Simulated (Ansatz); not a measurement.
## Run report: WSe$_{2}$, geometry relaxation (part 1 of 2)

The run: geometry relaxation of WSe$_{2}$ (P-3m1, 6 atoms in the cell). Method and program: DFT LDA, scalar-relativistic, plane waves, PAW, no spin polarisation (Ansatz 0.2.0).

The structure derives from a Materials Project entry. Figures and captions count atoms from 1; the log counts them from 0 in places.

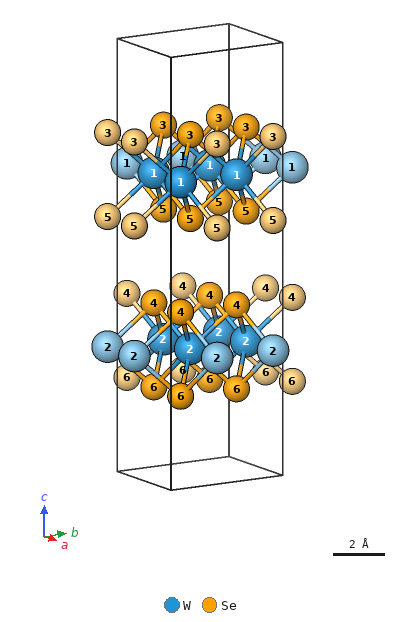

Figure 1. The input geometry (ball-and-stick view of the 2 × 2 repeat of the cell, with the vacuum cut short, seen slightly off an axis; neighbours outside the cell are drawn fainter; atoms are numbered from 1 in the order of the input). An atom can appear more than once, as a periodic image. Near neighbours in the periodic cell (some may lie outside the picture): W has 6 Se at 2.54 Å; Se has 3 W at 2.54 Å.

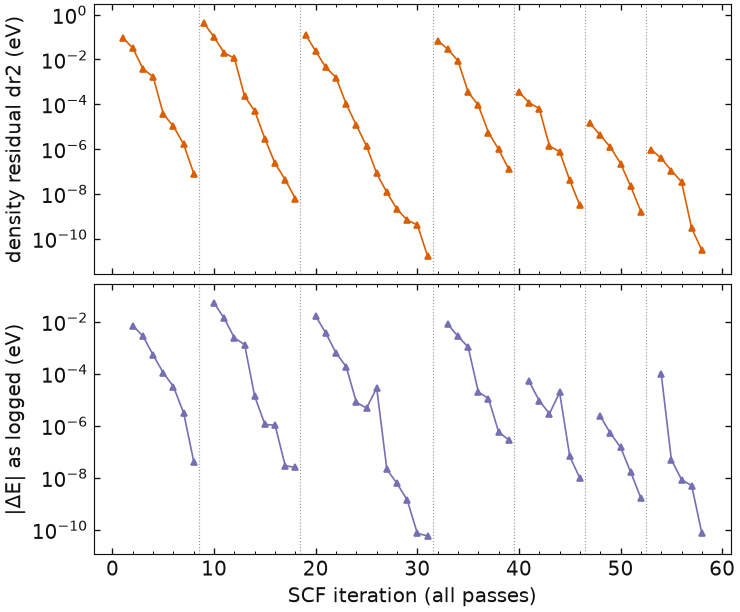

Figure 2. Convergence of the self-consistent field: density residual dr2 and size of the energy change against the SCF iteration. The dotted lines part the SCF passes of the relaxation: geometry steps, rejected trials and re-solves on a re-selected basis. The 7 passes take 6 to 13 iterations each, 58 in all.

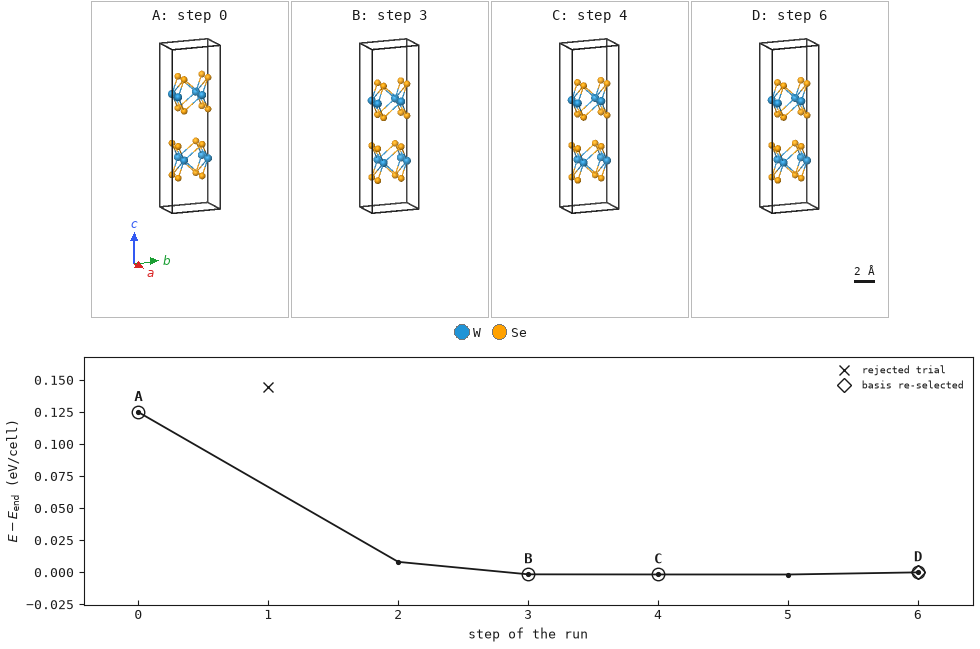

Figure 3. Frames of the relaxation (ball-and-stick view of the 2 × 2 repeat of the cell, with the vacuum cut short, seen slightly off an axis) above the curves, on which the letters mark them (the first geometry is step 0 here and step 1 in the log).

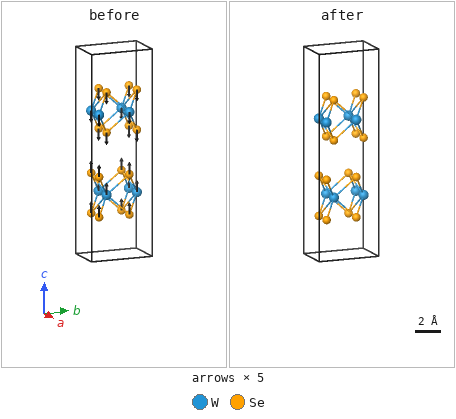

Figure 4. Before (left) and after (right) the relaxation, at one scale (ball-and-stick view of the 2 × 2 repeat of the cell, with the vacuum cut short, seen slightly off an axis). The black arrows give the displacements (without the part carried along by the change of the cell), magnified 5 times. The energy falls by 0.127 eV per cell of the calculation in 5 geometry steps. Largest force component: 0.42 eV/Å at the start, 0.00071 eV/Å at the end. The line search rejected the trial step at point 1 (counted from 0) and went back. The largest moves relative to the cell, 0.21 Å, are those of W1, W2, Se4 and Se5. By element the largest moves are Se 0.21 Å, W 0.21 Å. In the plane the drawn cell goes a 6.636 → 6.497 Å (−2.1 %), b 6.636 → 6.497 Å (−2.1 %). Among the contacts that change: W1–Se3 2.536 → 2.507 Å. The space group stays P-3m1 (No. 164). A last SCF at the same geometry on a re-selected plane-wave basis shifts the energy by +1.7 meV per cell of the calculation. (Atoms are counted from 1 in the order of the input.)

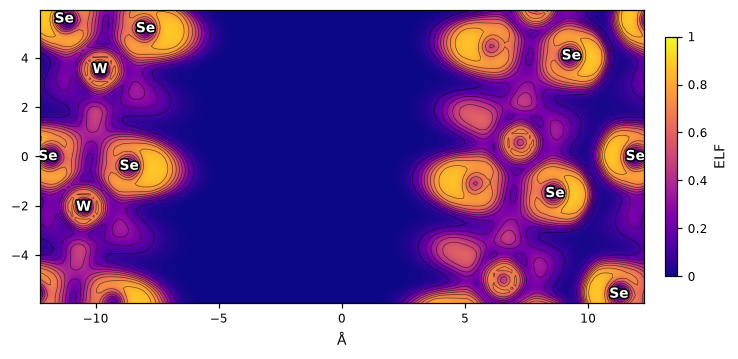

Figure 5. ELF on the (111) plane of the conventional cell. W–Se (2.51 Å): the ELF is about 0.50 at the midpoint. The strong features right at W lie inside the PAW spheres (semicore, d or f shells) and say nothing about bonding. Core electrons are frozen (PAW), so the fields are smoothed inside the atomic spheres.

These pictures come from the run below.

## Input
```yaml
crystal:
  lattice:
    - [3.317853269, 0.0, 0.0]
    - [-1.6589266345, 2.873345217, 0.0]
    - [0.0, 0.0, 24.06851927]
  atoms:
    - { symbol: W, position: [0.66666667, 0.33333333, 0.14153752] }
    - { symbol: W, position: [0.33333333, 0.66666667, 0.85846248] }
    - { symbol: Se, position: [0.33333333, 0.66666667, 0.21059449] }
    - { symbol: Se, position: [0.66666667, 0.33333333, 0.9275621] }
    - { symbol: Se, position: [0.33333333, 0.66666667, 0.0724379] }
    - { symbol: Se, position: [0.66666667, 0.33333333, 0.78940551] }
basis:
  ecutwfc: 420
kpoints:
  mp_grid: { grid: [12, 12, 2] }
hamiltonian:
  xc: lda
scf:
  occupations: { method: gaussian, width: 0.02 }
output:
  forces: true
  stress: true
  eigenvalues: true
  write_density: true
  write_potential: true
  elf: true
  volumetric_format: npy
relax:
  adjacent_minimum: "off"
  f_tol: 0.005
  max_steps: 80
  cell: { stress_tol: 0.05 }
```

Launch command:
```bash
ansatz run input.yaml --threads 2 --pin off --max-ram 6144MiB --backend cpu --events-out ev --progress --plain --runs-dir out
```

## What the program printed
```
Engine: ansatz 0.2.0, x86_64-unknown-linux-gnu
Pseudopotentials: kind: paw
Pseudopotential: W, paw, valence charge 14, recommended cutoff 420 eV (normal), W.paw.azcp
Pseudopotential: Se, paw, valence charge 16, recommended cutoff 420 eV (normal), Se.paw.azcp
Functional definition: SPW92
  exchange = slater_x
  correlation = pw_c
Crystal: 6 atoms, lattice volume = 229.453 Å³
Basis set: ecut = 420 eV, 4557 PW (Γ)
Bands: 56, of which v1, the nominal top of the filled ones, is band 46 counted from 1 (45 counted from 0)
Symmetry: 12 space group operations
Space group: P-3m1 (ITA 164), of the structure as read, at distance tolerance 6.1e-5 Å
k-points: 38 of 288
Non-local potential: W, projectors of the file, l = 0: 3, l = 1: 2, l = 2: 2, l = 3: 1
Non-local potential: Se, projectors of the file, l = 0: 2, l = 1: 2, l = 2: 3, l = 3: 1
PAW form: soft (Blöchl's): semilocal exchange-correlation on the pseudo side does not see the compensation charge
PAW frozen core: W, regenerated for the run's functional, and the local potential with it (the file was generated under x = pbe(κ = 0.804, μ = 0.2195149727645171), c = pbe(β = 0.06672455060314922))
PAW frozen core: Se, regenerated for the run's functional, and the local potential with it (the file was generated under x = pbe(κ = 0.804, μ = 0.2195149727645171), c = pbe(β = 0.06672455060314922))
PAW one-centre angular grid: W, 590 points (default); XC on 64 Gauss nodes
PAW one-centre angular grid: Se, 590 points (default); XC on 64 Gauss nodes
Initial density: superposition of atomic densities (neutral atoms: chi_scale 0, normalization atom), corrected by the library's trained network
Initial wavefunctions: pseudopotential atomic-orbital guess
Functional: x = slater, c = lda
SCF iter   1: F=—  HF=-41796.135731 eV  |F-HF|=—  |Δ(HF+E_count)|=         —  Δρ=5.11e-3  dr2=9.44e-2  ethr=1.77e-3  ⟨swp⟩=8.7  Hψ=8549  notcnv=0  defer=1
preconditioner: auto → Resta (q_TF=auto, 2.343 Å⁻¹)  ε∞=3.8  [insulator: Δε(μ)=1.391 eV  Ē_g=8.739 eV  σ=0.020 eV  W_gap=1.00  n_scr=58 (ndim 8)  ℏωp=14.7 eV  f_vac=0.459  D(μ)=0.00/eV (n_scr^D=0)  ε∞_Penn≈3.8  vacuum switching on, ρ_ref=5.5e-3 e/Å³]
SCF iter   2: F=—  HF=-41796.128621 eV  |F-HF|=—  |Δ(HF+E_count)|=   7.11e-3  Δρ=3.04e-3  dr2=3.23e-2  ethr=1.03e-4  ⟨swp⟩=3.0  Hψ=3503  notcnv=0  defer=112
SCF iter   3: F=—  HF=-41796.125865 eV  |F-HF|=—  |Δ(HF+E_count)|=   2.76e-3  Δρ=1.75e-3  dr2=3.83e-3  ethr=3.51e-5  ⟨swp⟩=2.0  Hψ=2729  notcnv=0  defer=112
SCF iter   4: F=—  HF=-41796.126389 eV  |F-HF|=—  |Δ(HF+E_count)|=   5.24e-4  Δρ=5.31e-4  dr2=1.69e-3  ethr=4.17e-6  ⟨swp⟩=2.1  Hψ=2981  notcnv=0  defer=112
SCF iter   5: F=—  HF=-41796.126281 eV  |F-HF|=—  |Δ(HF+E_count)|=   1.08e-4  Δρ=1.34e-4  dr2=3.64e-5  ethr=1.84e-6  ⟨swp⟩=2.0  Hψ=2316  notcnv=0  defer=112
SCF iter   6: F=—  HF=-41796.126313 eV  |F-HF|=—  |Δ(HF+E_count)|=   3.19e-5  Δρ=3.66e-5  dr2=1.03e-5  ethr=3.95e-8  ⟨swp⟩=2.5  Hψ=3776  notcnv=0  defer=112
SCF iter   7: F=—  HF=-41796.126310 eV  |F-HF|=—  |Δ(HF+E_count)|=   3.11e-6  Δρ=1.70e-5  dr2=1.65e-6  ethr=1.12e-8  ⟨swp⟩=2.0  Hψ=3637  notcnv=0  defer=112
SCF iter   8: F=-41796.126310 eV  HF=-41796.126310 eV  |F-HF|=6.63e-8  |Δ(HF+E_count)|=   4.13e-8  Δρ=4.06e-6  dr2=8.01e-8  ethr=1.09e-10  ⟨swp⟩=17.4  Hψ=19001  notcnv=0
SCF 1 converged in 8 iterations: F = -41796.126310 eV  dr2 = 8.01e-8
  greatest PAW one-centre occupation: 1.000 electrons in one spin orbital (limit 2), on the W atom at site 1 (counted from 0), in its partial waves of l = 0
relax step   1: F+E_penalty+E_count = -41796.12630978 eV  Δ(F+E_penalty+E_count) = +0.000e0 eV  max|allowed force component| = 4.207e-1 eV/Å  Δτ_max = 0.0000 Å  P = -2.924 GPa  Ω = 229.453 Å³  (8 SCF iters, dr2 threshold 1.00e-7 eV, accepted)
Crystal: 6 atoms, lattice volume = 205.594 Å³
Basis set: ecut = 420 eV, 3943 PW (Γ)
Initial density: handed on by an earlier stage of this run
Initial wavefunctions: those handed on with the density
iter 1 solved again at ethr=4.58e-4 eV; its pass at ethr=3.10e-3 eV (dr2=4.22e-1 eV) is discarded
SCF iter   1: F=—  HF=-41796.175266 eV  |F-HF|=—  |Δ(HF+E_count)|=         —  Δρ=8.68e-3  dr2=4.22e-1  ethr=4.58e-4  ⟨swp⟩=2.2  Hψ=11207  notcnv=0
preconditioner: auto → Resta (q_TF=auto, 2.386 Å⁻¹)  ε∞=3.8  [insulator: Δε(μ)=1.354 eV  Ē_g=9.271 eV  σ=0.020 eV  W_gap=1.00  n_scr=48 (ndim 8)  ℏωp=15.5 eV  f_vac=0.453  D(μ)=0.00/eV (n_scr^D=0)  ε∞_Penn≈3.8  vacuum switching on, ρ_ref=6.2e-3 e/Å³]
SCF iter   2: F=—  HF=-41796.123369 eV  |F-HF|=—  |Δ(HF+E_count)|=   5.19e-2  Δρ=5.16e-3  dr2=9.81e-2  ethr=4.58e-4  ⟨swp⟩=3.0  Hψ=3241  notcnv=0  defer=2
SCF iter   3: F=—  HF=-41796.110078 eV  |F-HF|=—  |Δ(HF+E_count)|=   1.33e-2  Δρ=2.84e-3  dr2=1.95e-2  ethr=1.07e-4  ⟨swp⟩=2.9  Hψ=3180  notcnv=0  defer=34
SCF iter   4: F=—  HF=-41796.107703 eV  |F-HF|=—  |Δ(HF+E_count)|=   2.38e-3  Δρ=1.11e-3  dr2=1.14e-2  ethr=2.12e-5  ⟨swp⟩=2.2  Hψ=3091  notcnv=0  defer=54
SCF iter   5: F=—  HF=-41796.106383 eV  |F-HF|=—  |Δ(HF+E_count)|=   1.32e-3  Δρ=3.61e-4  dr2=2.26e-4  ethr=1.24e-5  ⟨swp⟩=2.0  Hψ=2717  notcnv=0  defer=58
SCF iter   6: F=—  HF=-41796.106370 eV  |F-HF|=—  |Δ(HF+E_count)|=   1.33e-5  Δρ=1.08e-4  dr2=5.00e-5  ethr=2.45e-7  ⟨swp⟩=2.4  Hψ=2813  notcnv=0  defer=58
SCF iter   7: F=—  HF=-41796.106368 eV  |F-HF|=—  |Δ(HF+E_count)|=   1.12e-6  Δρ=3.47e-5  dr2=2.83e-6  ethr=5.44e-8  ⟨swp⟩=2.1  Hψ=2905  notcnv=0  defer=58
iter 8 did not close the SCF: its close was put off until two iterations running show no level that it waits for move by more than its bar (scf_convergence_deferred on its scf_iter line)
SCF iter   8: F=-41796.106369 eV  HF=-41796.106370 eV  |F-HF|=4.79e-8  |Δ(HF+E_count)|=   1.05e-6  Δρ=8.02e-6  dr2=2.27e-7  ethr=6.52e-10  ⟨swp⟩=17.9  Hψ=21947  notcnv=0
iter 9 did not close the SCF: its close was put off until two iterations running show no level that it waits for move by more than its bar (scf_convergence_deferred on its scf_iter line)
SCF iter   9: F=-41796.106370 eV  HF=-41796.106370 eV  |F-HF|=2.14e-8  |Δ(HF+E_count)|=   2.88e-8  Δρ=3.62e-6  dr2=4.29e-8  ethr=2.46e-10  ⟨swp⟩=9.4  Hψ=15587  notcnv=0
SCF iter  10: F=-41796.106370 eV  HF=-41796.106370 eV  |F-HF|=8.15e-10  |Δ(HF+E_count)|=   2.52e-8  Δρ=9.61e-7  dr2=6.00e-9  ethr=4.67e-11  ⟨swp⟩=8.8  Hψ=14592  notcnv=0
SCF 2 converged in 10 iterations: F = -41796.106370 eV  dr2 = 6.00e-9
relax step   2: F+E_penalty+E_count = -41796.10636959 eV  Δ(F+E_penalty+E_count) = +1.994e-2 eV  max|allowed force component| = 1.789e-1 eV/Å  Δτ_max = 0.1531 Å  P = +3.226 GPa  Ω = 205.594 Å³  energy of the carried Pulay correction = +3.037e-3 eV  (10 SCF iters, dr2 threshold 6.00e-7 eV, rejected (line search))
Crystal: 6 atoms, lattice volume = 218.770 Å³
Basis set: ecut = 420 eV, 4363 PW (Γ)
iter 1 solved again at ethr=1.38e-4 eV; its pass at ethr=3.10e-3 eV (dr2=1.27e-1 eV) is discarded
SCF iter   1: F=—  HF=-41796.263928 eV  |F-HF|=—  |Δ(HF+E_count)|=         —  Δρ=3.91e-3  dr2=1.29e-1  ethr=1.38e-4  ⟨swp⟩=2.7  Hψ=10607  notcnv=0
preconditioner: auto → Resta (q_TF=auto, 2.362 Å⁻¹)  ε∞=3.8  [insulator: Δε(μ)=1.361 eV  Ē_g=8.983 eV  σ=0.020 eV  W_gap=1.00  n_scr=46 (ndim 8)  ℏωp=15.1 eV  f_vac=0.457  D(μ)=0.00/eV (n_scr^D=0)  ε∞_Penn≈3.8  vacuum switching on, ρ_ref=5.9e-3 e/Å³]
SCF iter   2: F=—  HF=-41796.247482 eV  |F-HF|=—  |Δ(HF+E_count)|=   1.64e-2  Δρ=2.55e-3  dr2=2.33e-2  ethr=1.38e-4  ⟨swp⟩=3.1  Hψ=3107  notcnv=0
SCF iter   3: F=—  HF=-41796.243896 eV  |F-HF|=—  |Δ(HF+E_count)|=   3.59e-3  Δρ=1.16e-3  dr2=4.40e-3  ethr=2.53e-5  ⟨swp⟩=2.1  Hψ=3150  notcnv=0  defer=2
SCF iter   4: F=—  HF=-41796.243268 eV  |F-HF|=—  |Δ(HF+E_count)|=   6.28e-4  Δρ=4.19e-4  dr2=1.55e-3  ethr=4.78e-6  ⟨swp⟩=2.0  Hψ=2977  notcnv=0  defer=2
SCF iter   5: F=—  HF=-41796.243082 eV  |F-HF|=—  |Δ(HF+E_count)|=   1.86e-4  Δρ=1.74e-4  dr2=1.02e-4  ethr=1.68e-6  ⟨swp⟩=2.0  Hψ=2568  notcnv=0  defer=2
SCF iter   6: F=—  HF=-41796.243074 eV  |F-HF|=—  |Δ(HF+E_count)|=   7.94e-6  Δρ=5.41e-5  dr2=1.15e-5  ethr=1.11e-7  ⟨swp⟩=2.1  Hψ=2779  notcnv=0  defer=2
SCF iter   7: F=—  HF=-41796.243069 eV  |F-HF|=—  |Δ(HF+E_count)|=   4.76e-6  Δρ=2.03e-5  dr2=1.36e-6  ethr=1.25e-8  ⟨swp⟩=2.2  Hψ=2901  notcnv=0  defer=2
SCF iter   8: F=—  HF=-41796.243098 eV  |F-HF|=—  |Δ(HF+E_count)|=   2.81e-5  Δρ=3.86e-6  dr2=8.14e-8  ethr=1.48e-9  ⟨swp⟩=2.2  Hψ=3854  notcnv=0  defer=2
SCF iter   9: F=—  HF=-41796.243098 eV  |F-HF|=—  |Δ(HF+E_count)|=   2.10e-8  Δρ=1.53e-6  dr2=1.15e-8  ethr=8.85e-11  ⟨swp⟩=2.0  Hψ=3795  notcnv=0  defer=2
SCF iter  10: F=—  HF=-41796.243098 eV  |F-HF|=—  |Δ(HF+E_count)|=   6.04e-9  Δρ=6.34e-7  dr2=2.05e-9  ethr=1.25e-11  ⟨swp⟩=2.0  Hψ=3626  notcnv=0  defer=2
SCF iter  11: F=—  HF=-41796.243098 eV  |F-HF|=—  |Δ(HF+E_count)|=   1.40e-9  Δρ=3.31e-7  dr2=6.72e-10  ethr=2.22e-12  ⟨swp⟩=2.0  Hψ=3646  notcnv=0  defer=2
SCF iter  12: F=—  HF=-41796.243098 eV  |F-HF|=—  |Δ(HF+E_count)|=  7.28e-11  Δρ=1.90e-7  dr2=4.13e-10  ethr=1.00e-12  ⟨swp⟩=2.0  Hψ=2557  notcnv=0  defer=2
SCF iter  13: F=-41796.243098 eV  HF=-41796.243098 eV  |F-HF|=2.91e-11  |Δ(HF+E_count)|=  5.82e-11  Δρ=5.77e-8  dr2=1.70e-11  ethr=1.00e-12  ⟨swp⟩=8.2  Hψ=12297  notcnv=0
SCF 3 converged in 13 iterations: F = -41796.243098 eV  dr2 = 1.70e-11
relax step   3: F+E_penalty+E_count = -41796.24309755 eV  Δ(F+E_penalty+E_count) = -1.168e-1 eV  max|allowed force component| = 7.850e-2 eV/Å  Δτ_max = 0.0917 Å  P = -0.515 GPa  Ω = 218.770 Å³  energy of the carried Pulay correction = +1.320e-3 eV  (13 SCF iters, accepted)
Crystal: 6 atoms, lattice volume = 215.249 Å³
Basis set: ecut = 420 eV, 4279 PW (Γ)
iter 1 solved again at ethr=7.76e-5 eV; its pass at ethr=3.10e-3 eV (dr2=7.14e-2 eV) is discarded
SCF iter   1: F=—  HF=-41796.264526 eV  |F-HF|=—  |Δ(HF+E_count)|=         —  Δρ=5.55e-3  dr2=6.94e-2  ethr=7.76e-5  ⟨swp⟩=2.9  Hψ=9758  notcnv=0
preconditioner: auto → Resta (q_TF=auto, 2.368 Å⁻¹)  ε∞=3.8  [insulator: Δε(μ)=1.293 eV  Ē_g=9.046 eV  σ=0.020 eV  W_gap=1.00  n_scr=46 (ndim 8)  ℏωp=15.2 eV  f_vac=0.459  D(μ)=0.00/eV (n_scr^D=0)  ε∞_Penn≈3.8  vacuum switching on, ρ_ref=5.9e-3 e/Å³]
SCF iter   2: F=—  HF=-41796.256667 eV  |F-HF|=—  |Δ(HF+E_count)|=   7.86e-3  Δρ=2.67e-3  dr2=2.88e-2  ethr=7.54e-5  ⟨swp⟩=3.0  Hψ=2874  notcnv=0
SCF iter   3: F=—  HF=-41796.253913 eV  |F-HF|=—  |Δ(HF+E_count)|=   2.75e-3  Δρ=1.82e-3  dr2=8.64e-3  ethr=3.13e-5  ⟨swp⟩=2.9  Hψ=2999  notcnv=0
SCF iter   4: F=—  HF=-41796.252854 eV  |F-HF|=—  |Δ(HF+E_count)|=   1.06e-3  Δρ=4.32e-4  dr2=3.50e-4  ethr=9.39e-6  ⟨swp⟩=2.0  Hψ=2844  notcnv=0
SCF iter   5: F=—  HF=-41796.252834 eV  |F-HF|=—  |Δ(HF+E_count)|=   2.00e-5  Δρ=1.34e-4  dr2=8.94e-5  ethr=3.80e-7  ⟨swp⟩=2.1  Hψ=2894  notcnv=0
SCF iter   6: F=—  HF=-41796.252823 eV  |F-HF|=—  |Δ(HF+E_count)|=   1.11e-5  Δρ=3.22e-5  dr2=5.45e-6  ethr=9.71e-8  ⟨swp⟩=2.2  Hψ=2547  notcnv=0
SCF iter   7: F=—  HF=-41796.252823 eV  |F-HF|=—  |Δ(HF+E_count)|=   5.79e-7  Δρ=1.62e-5  dr2=9.68e-7  ethr=5.92e-9  ⟨swp⟩=2.1  Hψ=3536  notcnv=0
SCF iter   8: F=-41796.252823 eV  HF=-41796.252823 eV  |F-HF|=3.88e-8  |Δ(HF+E_count)|=   2.83e-7  Δρ=4.32e-6  dr2=1.24e-7  ethr=6.52e-10  ⟨swp⟩=13.9  Hψ=16837  notcnv=0
SCF 4 converged in 8 iterations: F = -41796.252823 eV  dr2 = 1.24e-7
  Residual-converged pass: ⟨swp⟩=1.1  Hψ=2282  notcnv=0  max |occ|·‖R‖ = 7.0e-9 eV (tolerance 1.0e-8 eV)  dr2=1.24e-7  dr2_onsite=9.43e-9  max |Δocc| = 0.0e0
relax step   4: F+E_penalty+E_count = -41796.25282298 eV  Δ(F+E_penalty+E_count) = -9.725e-3 eV  max|allowed force component| = 5.531e-3 eV/Å  Δτ_max = 0.0973 Å  P = +0.092 GPa  Ω = 215.249 Å³  energy of the carried Pulay correction = +1.769e-3 eV  (8 SCF iters, dr2 threshold 6.00e-7 eV, accepted)
Crystal: 6 atoms, lattice volume = 215.997 Å³
iter 1 solved again at ethr=3.83e-7 eV; its pass at ethr=3.10e-3 eV (dr2=3.53e-4 eV) is discarded
```
